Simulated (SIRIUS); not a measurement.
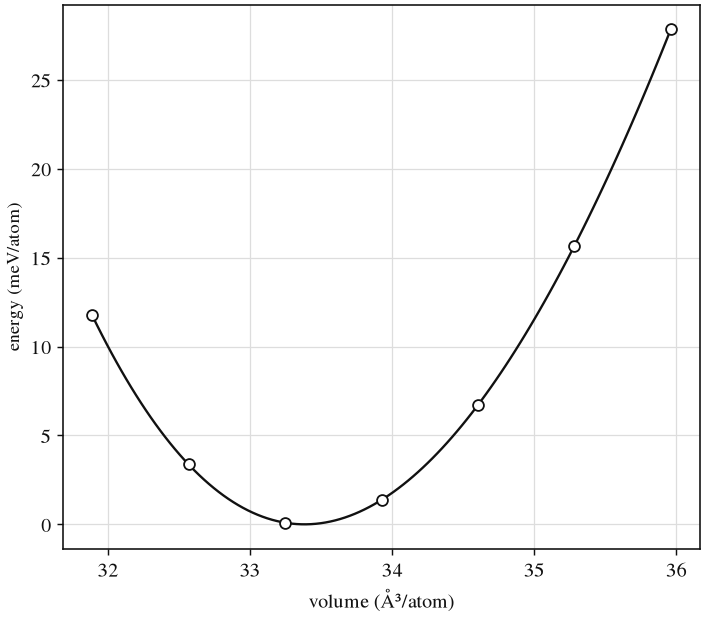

The plot gives the computed energy against volume for Te, space group P3_121 (No. 152).

Cell as given: a = 4.454 Å, b = 4.454 Å, c = 5.924 Å, α = 90.00°, β = 90.00°, γ = 120.00°; 3 atoms.

How it was computed, with SIRIUS 7.12.0: plane-wave DFT, no spin polarisation; energies at scaled volumes of the given cell, shape and fractions fixed, counted from the fit's minimum, third-order Birch-Murnaghan fit. Level: PBEsol.

- k mesh: 7×7×5
- occupations: Fermi–Dirac
- smearing width: 0.05 eV
- potentials: dojo sr pbesol 0.4.1 standard
- wave cutoff: 1102 eV
- density cutoff: 4408 eV

How stiff is the solid, and where is its volume at rest?

A third-order Birch–Murnaghan fit gives V0 = 33.38 Å³/atom, B0 = 51.6 GPa and B′ = 4.7.

Caveats: shape and atomic fractions are frozen while scaling, which makes layered, chain and framework solids too stiff.
